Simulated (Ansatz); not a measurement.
# Single-point calculation of MgO

The run: single-point calculation of MgO (Fm-3m, 2 atoms in the cell). Method and program: DFT PBE, scalar-relativistic, plane waves, PAW, no spin polarisation (Ansatz 0.2.0).

The structure derives from an entry of the Crystallography Open Database. Figures and captions count atoms from 1; the log counts them from 0 in places.

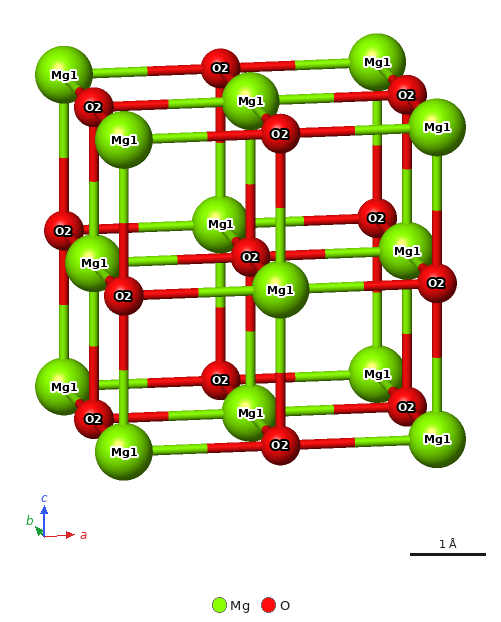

Fig. 1: The input geometry (ball-and-stick view of the cell 4 times as large as that of the calculation, set on its symmetry axes, seen slightly off an axis; atoms are numbered from 1 in the order of the input). An atom can appear more than once, as a periodic image.

Input:
```yaml
crystal:
  lattice:
    - [0.0, 2.126852262, 2.126852262]
    - [2.126852262, 0.0, 2.126852262]
    - [2.126852262, 2.126852262, 0.0]
  atoms:
    - { symbol: Mg, position: [0.0, 0.0, 0.0] }
    - { symbol: O, position: [0.5, 0.5, 0.5] }
basis:
  ecutwfc: 420
kpoints:
  mp_grid: { grid: [10, 10, 10] }
  band_path:
    path:
      - [[0.0, 0.0, 0.0], [0.5, 0.0, 0.5], [0.625, 0.25, 0.625]]
      - [[0.375, 0.375, 0.75], [0.0, 0.0, 0.0], [0.5, 0.5, 0.5], [0.5, 0.25, 0.75], [0.5, 0.0, 0.5]]
    npoints: 14
hamiltonian:
  xc: pbe
scf:
  occupations: { method: gaussian, width: 0.02 }
  n_extra_bands: 6
output:
  forces: true
  stress: true
  eigenvalues: true
  populations: true
  dos: { projected: true, de: 0.02, nscf_kmesh: { grid: [15, 15, 15] } }
  bader: true
  write_density: true
  write_potential: true
  elf: true
  volumetric_format: npy
```

Machine: 1 thread of Arm Neoverse V1, 24 GiB of memory available, shared host.

Run as:
```bash
ansatz run input.yaml --threads 1 --pin off --max-ram 2560MiB --backend cpu --events-out ev --progress --plain --runs-dir out
```

The program's output:
```
scf.n_extra_bands = 6 over 8 filled bands (N_el = 16.0): the run solves 14 bands
Engine: ansatz 0.2.0, aarch64-unknown-linux-gnu
Pseudopotentials: kind: paw
Pseudopotential: Mg, paw, valence charge 10, recommended cutoff 420 eV (normal), Mg.paw.azcp
Pseudopotential: O, paw, valence charge 6, recommended cutoff 420 eV (normal), O.paw.azcp
Functional definition: PBE
  parameter kappa = 0.804
  parameter beta = 0.06672455060314922
  exchange = pbe_x(kappa = kappa, mu = beta*pi^2/3)
  correlation = pbe_c(beta = beta)
Crystal: 2 atoms, lattice volume = 19.242 Å³
Basis set: ecut = 420 eV, 339 PW (Γ), exchange–correlation on 48×48×48 points (8 copies of the dense FFT grid, shifted against one another)
Bands: 14, of which v1, the nominal top of the filled ones, is band 8 counted from 1 (7 counted from 0)
Symmetry: 48 space group operations
Space group: Fm-3m (ITA 225), of the structure as read, at distance tolerance 2.7e-5 Å
k-points: 47 of 1000
Non-local potential: Mg, projectors of the file, l = 0: 3, l = 1: 2, l = 2: 1
Non-local potential: O, projectors of the file, l = 0: 2, l = 1: 2, l = 2: 1
PAW form: soft (Blöchl's): semilocal exchange-correlation on the pseudo side does not see the compensation charge
PAW one-centre angular grid: Mg, 110 points (default); XC on 64 Gauss nodes
PAW one-centre angular grid: O, 110 points (default); XC on 64 Gauss nodes
Initial density: superposition of atomic densities (neutral atoms: chi_scale 0, normalization atom), corrected by the library's trained network
Initial wavefunctions: pseudopotential atomic-orbital guess
Functional: x = pbe(κ = 0.804, μ = 0.2195149727645171), c = pbe(β = 0.06672455060314922)
SCF iter   1: F=—  HF=-2494.138535 eV  |F-HF|=—  |Δ(HF+E_count)|=         —  Δρ=7.18e-4  dr2=4.41e-5  ethr=1.77e-3  ⟨swp⟩=6.0  Hψ=3721  notcnv=0
preconditioner: auto → none  [insulator: Δε(μ)=4.462 eV  Ē_g=20.887 eV  σ=0.020 eV  W_gap=1.00  n_scr=8 (ndim 8)  ℏωp=23.9 eV  f_vac=0.000  D(μ)=0.00/eV (n_scr^D=0)  ε∞_Penn≈2.3]
SCF iter   2: F=—  HF=-2494.138925 eV  |F-HF|=—  |Δ(HF+E_count)|=   3.90e-4  Δρ=3.63e-4  dr2=9.98e-6  ethr=2.76e-7  ⟨swp⟩=2.8  Hψ=1603  notcnv=0  defer=17
SCF iter   3: F=—  HF=-2494.138946 eV  |F-HF|=—  |Δ(HF+E_count)|=   2.13e-5  Δρ=1.99e-4  dr2=2.29e-6  ethr=6.24e-8  ⟨swp⟩=1.5  Hψ=663  notcnv=0  defer=17
SCF iter   4: F=—  HF=-2494.138963 eV  |F-HF|=—  |Δ(HF+E_count)|=   1.71e-5  Δρ=3.32e-5  dr2=1.24e-7  ethr=1.43e-8  ⟨swp⟩=2.0  Hψ=778  notcnv=0  defer=17
iter 5 did not close the SCF: its close was put off for the readings that it lacked (scf_convergence_deferred on its scf_iter line)
SCF iter   5: F=-2494.138963 eV  HF=-2494.138963 eV  |F-HF|=1.46e-8  |Δ(HF+E_count)|=   1.70e-8  Δρ=1.18e-5  dr2=1.78e-8  ethr=7.77e-10  ⟨swp⟩=1.7  Hψ=659  notcnv=0  defer=17
SCF iter   6: F=-2494.138963 eV  HF=-2494.138963 eV  |F-HF|=3.79e-9  |Δ(HF+E_count)|=   3.47e-9  Δρ=5.62e-6  dr2=4.47e-9  ethr=1.11e-10  ⟨swp⟩=7.9  Hψ=3399  notcnv=0
SCF 1 converged in 6 iterations: F = -2494.138963 eV  dr2 = 4.47e-9
  greatest PAW one-centre occupation: 1.000 electrons in one spin orbital (limit 2), on the Mg atom at site 0 (counted from 0), in its partial waves of l = 0
NSCF: frozen V_eff on 86 k-points
NSCF: frozen V_eff on 120 k-points
SCF converged after 6 iterations
Free energy (F): -2494.138963 eV
Harris-Foulkes:  -2494.138963 eV  (|F-HF|=3.79e-9)
Internal energy: -2494.138963 eV  (E = F + TS)
E sigma→0 (E₀):  -2494.138963 eV
Fermi energy:    10.005229 eV
--- Per-component energies (eV) ---
  E_band       = -298.645894
  E_kinetic    = 255.005789
  E_local      = -1620.951826  (includes V_loc(G=0)·N_el)
  E_nonlocal   = 142.755929
  E_hartree    = 560.960409
  E_xc         = -105.023424
  E_vxc        = -134.567074  (∫ρ·V_xc dr)
  E_paw        = -450.144142  (= ΣΔE_a)
  E_vpaw       = -62.810765  (= ΣTr[D̂ρ^β])
  E_aug_tail   = 0.002471  (compensation charges beyond the density's cutoff)
  E_ewald      = -1276.744169
  E_smearing   = -0.000000  (= −TS)
  E_closure    = -0.000000  (closes the sum)
  Σ components = -2494.138963   (vs F -2494.138963, Δ=0.00e0)
--- Forces (eV/Å), atoms counted from 1 ---
  atom   1  Mg    -0.00000000     0.00000000    -0.00000000
  atom   2  O      0.00000000     0.00000000    -0.00000000
  max |Σ_I F_I| component: 1.86e-29 eV/Å
--- Stress (GPa, compression-positive) ---
        0.012815       0.000000      -0.000000
        0.000000       0.012815       0.000000
        0.000000      -0.000000       0.012815
  P = ⅓ Tr σ = 0.0128 GPa (0.128 kbar)
--- Band table (eV; the first three rows and the last of 47) ---
  k-point 0: bands = ["-64.6276", "-31.3521", "-31.3521", "-31.3521", "-9.3310", "7.7745", "7.7745", "7.7745", "12.2359", "23.4253", "23.4253", "23.4253", "27.2101", "28.9880"]
  k-point 1: bands = ["-64.6269", "-31.3594", "-31.3528", "-31.3528", "-9.2276", "7.1291", "7.7100", "7.7100", "12.8664", "22.1790", "23.6530", "23.6530", "28.2319", "28.2319"]
  k-point 2: bands = ["-64.6250", "-31.3786", "-31.3548", "-31.3548", "-8.9443", "5.8411", "7.5482", "7.5482", "14.0651", "20.6573", "24.0999", "24.0999", "27.5382", "27.5382"]
  k-point 46: bands = ["-64.6177", "-31.4034", "-31.3913", "-31.3793", "-7.8239", "4.5620", "5.3421", "6.0995", "18.6394", "19.2850", "19.7328", "23.3273", "28.1522", "30.8282"]
--- Löwdin populations: 2 sites ---
  site symbol       q [e]
     0     Mg      8.4690
     1      O      7.3841
  spilling = 0.009183 (of n_electrons = 16.000000)
--- Bader charges: 2 sites ---
  site symbol  charge [e]  shift [e]
     0     Mg      1.7169     0.0039
     1      O     -1.7169     0.0039
  estimated error of the sums over rays = 1.2e-4 e
```

File bader_charges.tsv:
```
# site	symbol	x_ang	y_ang	z_ang	partial_charge_e	electrons	volume_ang3	relative_density_drop	shared_charge_e	partial_wave_shift_e
# quadrature_error_electrons = 1.2e-4
0	Mg	0.0000	0.0000	0.0000	1.71685	10.28315	4.66	-	1.71685	0.00393
1	O	2.1269	2.1269	2.1269	-1.71685	9.71685	14.58	-	-1.71685	0.00393
```

File populations.tsv:
```
# site	symbol	l	j	q
# orbitals = lowdin
# n_electrons = 16.000000
# spilling = 0.009183
0	Mg	0_2S	-	1.995975
0	Mg	0_3S	-	0.473214
0	Mg	1_2P	-	5.999797
1	O	0_2S	-	1.854123
1	O	1_2P	-	5.529956
```

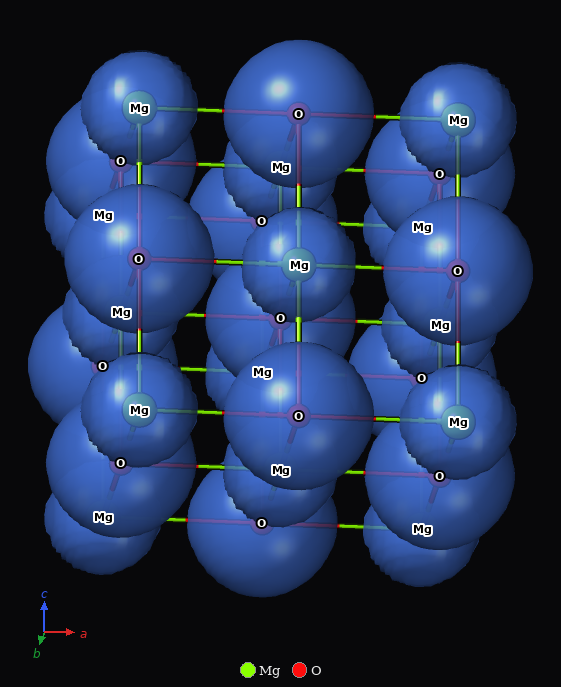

Fig. 2: Isosurface of the valence charge density (pseudo) at 0.4 e/Å³ (blue), seen at an oblique angle. Sticks mark near contacts. The outline is the cell set on symmetry axes. At this value the density breaks into separate islands; it holds about 85 % of the electrons treated as valence (semicore included). It is pinched off along the Mg–O (2.13 Å) contacts. On the grid the lowest density along these lines, outside the cores, is 0.27 e/Å³ (Mg–O, 2.13 Å). The fields are those of the smooth PAW valence density.

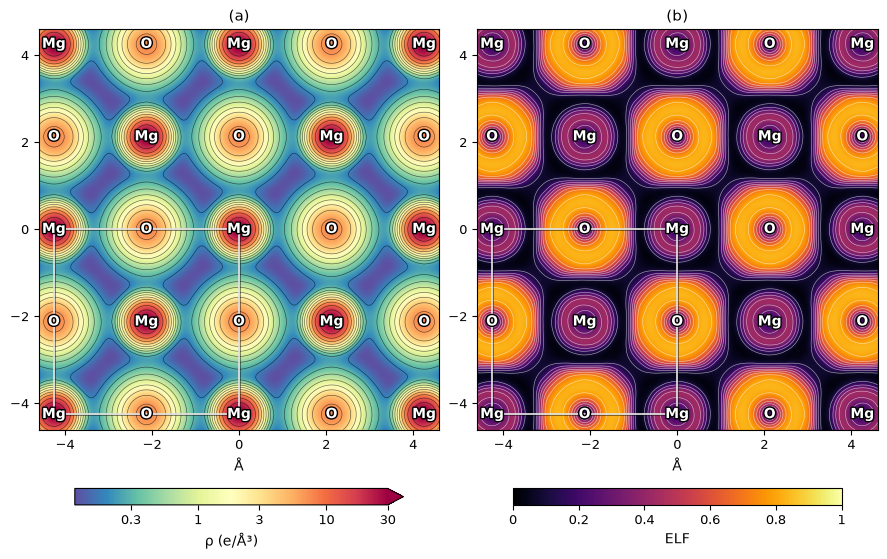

Fig. 3: (a) valence electron density; (b) ELF on the (001) plane of the conventional cell. Atoms in the plane: Mg and O. Mg–O (2.13 Å): ρ is about 0.32 e/Å³ halfway; the ELF is about 0.35 at the midpoint (a largely ionic contact). Away from the nuclei the density in this plane falls to 0.11 e/Å³ at its lowest.

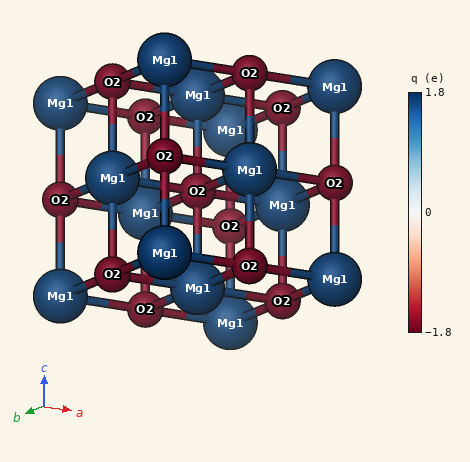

Fig. 4: Bader charges, as the colour of each atom (ball-and-stick view of the cell 4 times as large as that of the calculation, set on its symmetry axes, seen at an oblique angle; atoms are numbered from 1 in the order of the input). By element: Mg +1.72 and O −1.72 e.

Results in brief:

- outcome: converged
- space group (tolerance 0.01 Å): Fm-3m (225)
- electrons treated: 16
- free energy: −2494.1390 eV
- Fermi energy: 10.005 eV
- gap on the k-point mesh: 4.46 eV
- gap on the band path: 4.46 eV
- pressure: 0.01 GPa
- largest force (length of the vector): under 0.001 eV/Å
- wall time: 11 s
- peak memory: 0.27 GiB
